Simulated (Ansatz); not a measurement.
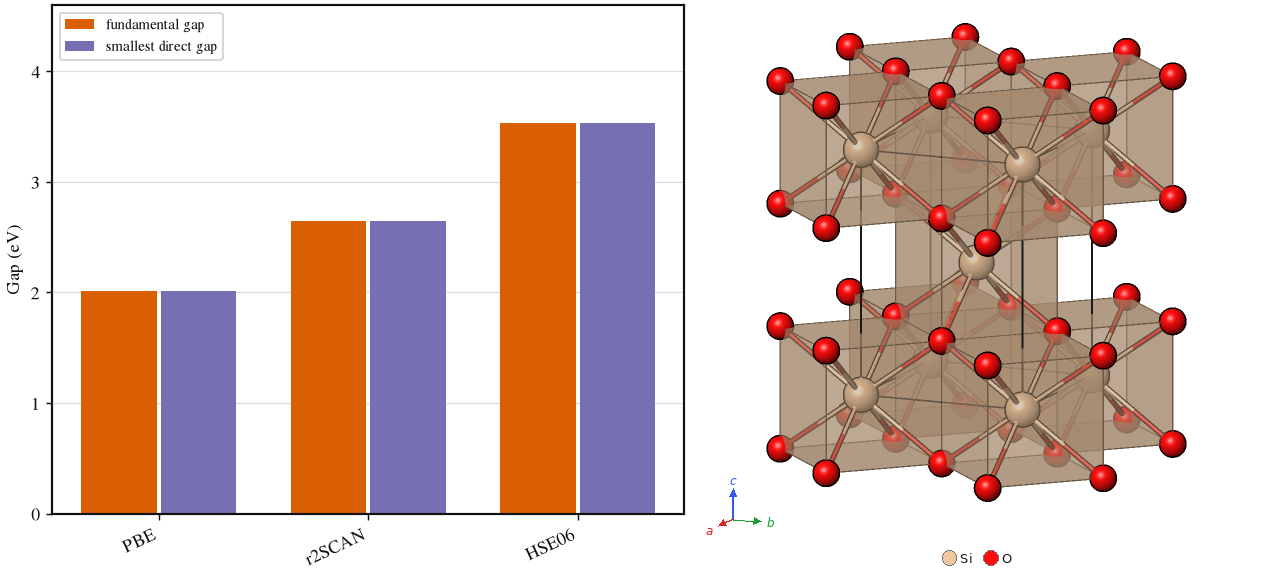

Gaps of SiO₂, space group I4/mmm (No. 139), 3 atoms in the cell, fluorite type, epitaxial (xy) strain −1.0%, at several levels of theory on one cell (Ansatz, plane waves and PAW; edges over the mesh and the special points).

### How does the gap depend on the level, and does its kind change?

In rising order: PBE 2.01 eV, r2SCAN 2.65 eV and HSE06 3.54 eV. It is direct at every level.
